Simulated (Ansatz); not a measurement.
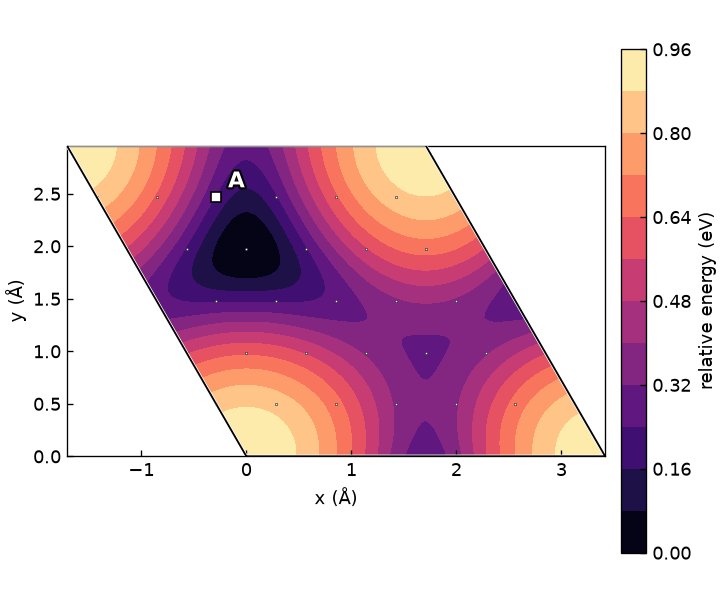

H on a CaO(111) slab cut from the Fm-3m phase, its upper half relaxed before the scan (4 atoms of substrate and one adsorbate in a 1 × 1 cell). H is moved over the surface cell; relaxed at each place: the height of the adsorbate's atoms; substrate rigid; the origin of the map has the adsorbate above Ca4. Places are given modulo a cell vector. The map is drawn in real space over the plane of the surface. The scan uses a 6 × 6 grid; 10 points were computed and 26 follow by symmetry. Energies are in eV, from the lowest grid point. With one adsorbate in each 1 × 1 cell, its nearest image is 3.4 Å away, so neighbouring adsorbates interact. These are results of DFT PBE, scalar-relativistic, plane waves, PAW (Ansatz), not measurements. Settings: cutoff 420 eV, k-mesh 9×9×1, gaussian smearing 0.05 eV, spin-polarised.

The picture shows filled contours, dots at the grid points, the outline of one cell of the plane, the point A. Between grid points the surface is interpolated.

Question: Which way does the force act at A, and how strong is it?

Answer: A, at (2/6, 5/6) of the cell vectors, is not a stationary point. The computed force is 0.73 eV/Å in the plane, pointing down and right in the picture (components 0.64 and −0.36 eV/Å).
